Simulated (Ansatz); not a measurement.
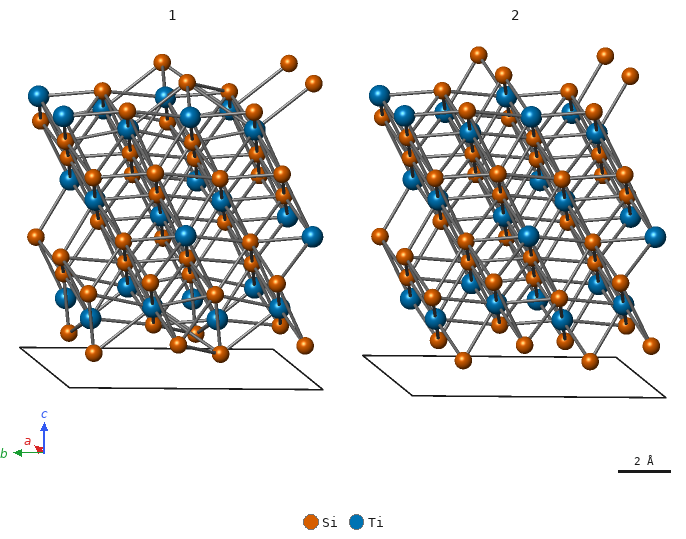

Two geometries of a slab of composition TiSi₂ (cut from the Fddd phase), drawn at one scale. One is the start of a relaxation, the other its converged end. The picture is a ball-and-stick view of the 2 × 2 repeat of the cell, outlined in the plane, without the vacuum (origin shifted), seen from a free direction.

The calculation used Ansatz 0.2.0, DFT r2SCAN, scalar-relativistic, plane waves, PAW. (plane-wave cutoff 500 eV; k-point mesh 8 × 7 × 1; occupations gaussian; smearing width 0.1 eV; no spin polarisation; dipole correction; atoms relaxed in a fixed cell; force threshold 0.02 eV/Å; at most 60 steps)

Which one is relaxed?

Structure 1 is the relaxed one. Case: (1 1 1) slab, atoms relaxed. The slab is the (1 1 1) face of TiSi2. The energy falls by 2.119 eV per cell of the calculation in 9 geometry steps. The largest force component goes from 1.4 to 0.012 eV/Å. The largest moves relative to the layer's centre, 1.08 Å, are those of Si atoms. Largest moves by element: Si 1.08 Å, Ti 0.14 Å. The cell doesn't change. Among the contacts that change: Si–Ti 4.232 → 3.195 Å, Si–Si 3.193 → 2.397 Å, Si–Si 2.789 → 2.351 Å, Si–Ti 2.545 → 2.883 Å. New bonds form, among them: Si–Ti (4.23 → 3.20 Å). Among the angles between lasting bonds that change: Ti–Si–Ti 119.3° → 133.5°, Ti–Si–Ti 119.3° → 126.2°, Ti–Si–Ti 73.6° → 70.0°.
